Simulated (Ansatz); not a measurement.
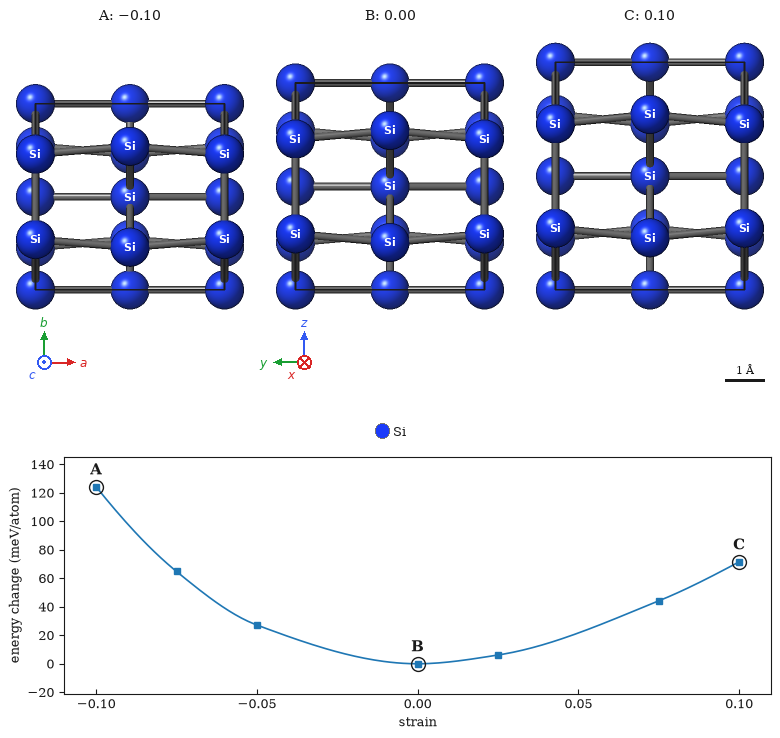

Energy scan for solid Si (Fmmm), in which the cell is strained along z alone, with the atoms kept at their fractional coordinates. x, y and z are the Cartesian axes of the input. The lettered frames are marked on the plot. Style: ball-and-stick. Shown: the conventional cell (2 times the calculation's cell), along the c axis. Lengths and directions refer to the drawn axes.

Level of theory: DFT r2SCAN, scalar-relativistic, plane waves, PAW (Ansatz). (plane-wave cutoff 500 eV; k-point mesh 10 × 10 × 8; occupations gaussian; smearing width 0.15 eV; no spin polarisation). Energies (free energies at the smearing named) are counted from the relaxed crystal.

Q: Describe the profile.

A: The lowest computed point lies at the strain 0.00 (0.0 meV/atom). At the ends of the scan the energy is 124.2 meV/atom (−0.10) and 71.5 meV/atom (0.10). The distortion keeps the space group Fmmm. At the strain −0.10 the cell of the drawing goes b 5.375 → 4.838 Å.
